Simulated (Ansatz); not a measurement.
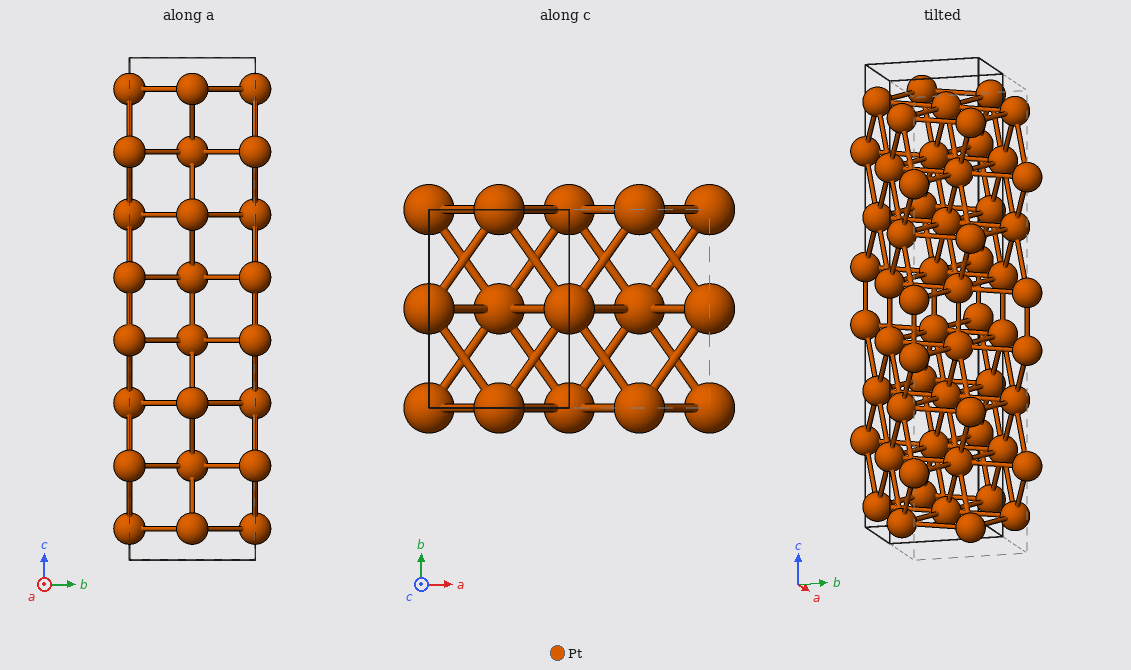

The crystal in a ball-and-stick representation, seen along the a axis, along the c axis and slightly off an axis. A 2×1×1 array of cells is drawn; the conventional unit cell has the solid edges. Cell: a = 3.139 Å, b = 4.439 Å, c = 17.757 Å, α = 90.00°, β = 90.00°, γ = 90.00°.

- The element is platinum.
- The symmetry is that of Fmmm (No. 69), on a face-centred orthorhombic lattice.
- The cell holds 16 atoms.
- Within bonding distance, the neighbour counts come to Pt 7 to 8 (mean 7.5).

The cell started as a structure listed in the Materials Project. The cell was then strained or its atoms displaced on purpose. Ansatz was used for an electronic-structure calculation on it.

At this level of theory the run's own cell isn't at rest (compressed, at 15 GPa and forces up to 6.9 eV/Å), so its distances can differ from those at equilibrium, the more so the softer the solid.
